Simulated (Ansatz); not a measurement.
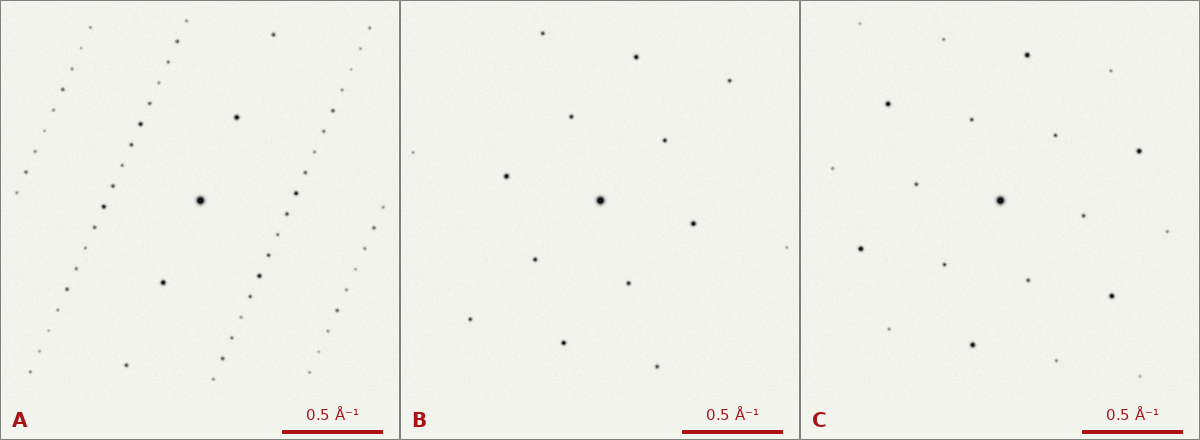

Kinematic zone-axis patterns, calculated for 120 keV electrons with B = 0.5 Å².

All three come from Rh, space group P6_3/mmc (No. 194), a = 2.71 Å, c = 8.85 Å (hexagonal axes). Structure: the geometry relaxed with DFT, PBE, plane waves (420 eV) with PAW, scalar-relativistic (Ansatz); the starting structure was generated, so it need not be a known form of this composition.

```cif
data_structure
_symmetry_space_group_name_H-M 'P6_3/mmc'
_symmetry_Int_Tables_number 194
_cell_length_a 2.7125
_cell_length_b 2.7125
_cell_length_c 8.8466
_cell_angle_alpha 90.000
_cell_angle_beta 90.000
_cell_angle_gamma 120.000
_cell_volume 56.37
loop_
_atom_site_label
_atom_site_type_symbol
_atom_site_symmetry_multiplicity
_atom_site_Wyckoff_symbol
_atom_site_fract_x
_atom_site_fract_y
_atom_site_fract_z
_atom_site_occupancy
Rh1 Rh 2 a 0.00000 0.00000 0.00000 1
Rh2 Rh 2 c 0.33333 0.66667 0.25000 1
```

Question: Assign the zone axes [001], [100], [211] to A, B and C.

Answer: A is [100]: rectangular net of 0 0 1 (itself extinct) at d = 8.85 Å and 0 1 0 at d = 2.35 Å, at 90.0°. B is [211]: centred rectangular net of 0 1 -1 at d = 2.27 Å and -1 1 1 at d = 2.27 Å, at 66.3°. C is [001]: hexagonal net of 1 -1 0 at d = 2.35 Å and 1 0 0 at d = 2.35 Å, at 60.0°.
